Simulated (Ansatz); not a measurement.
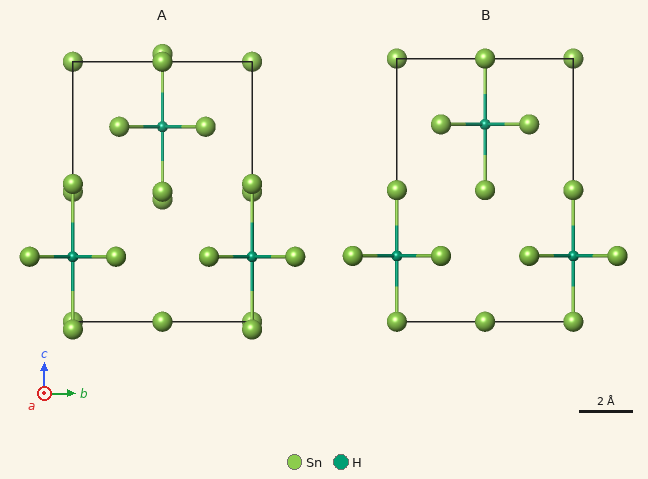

Two geometries of solid Sn8H (set up in I4/mmm) (coarse preliminary run), drawn at one scale. One is the start of a relaxation, the other its converged end. The picture is a ball-and-stick view of the conventional cell (2 times the calculation's cell), seen along the a axis. Lengths and directions refer to the drawn axes.

Computed with Ansatz, DFT PBE, scalar-relativistic, plane waves, PAW. Settings: plane-wave cutoff 420 eV; k-point mesh 4 × 4 × 4; occupations gaussian; smearing width 0.1 eV; no spin polarisation; cell and atoms relaxed; force threshold 0.0325 eV/Å; at most 70 steps.

Q: Which geometry has the lower energy?

A: Structure A is the relaxed one. Case: 1 H put on empty site 1 of 8 host cells, relaxed. The largest moves relative to the cell, 0.29 Å, are those of Sn atoms. H stays in place. The volume changes by +1.9 %, with a = b 6.701 → 6.805 Å (+1.6 %), c 9.991 → 9.871 Å (−1.2 %). Near-neighbour distances that change, for instance: H–Sn 2.498 → 2.761 Å, H–Sn 2.369 → 2.318 Å. The space group stays I4/mmm (No. 139). The energy falls by 6.3 meV per atom in 6 accepted moves (9 points after the start). Largest force component: 0.21 eV/Å at the start, 0.0027 eV/Å at the end. Pressure: 0.74 GPa at the start and −0.01 GPa at the end. The line search rejected the trial steps at points 2, 5 of the run. At 1 point the geometry stayed and the basis and grid were re-selected for the new cell (energy shift of 0.1 meV per atom at most each time). Cost: 73 s on 2 threads of Arm Neoverse V1 (shared host), peak memory 0.61 GiB.
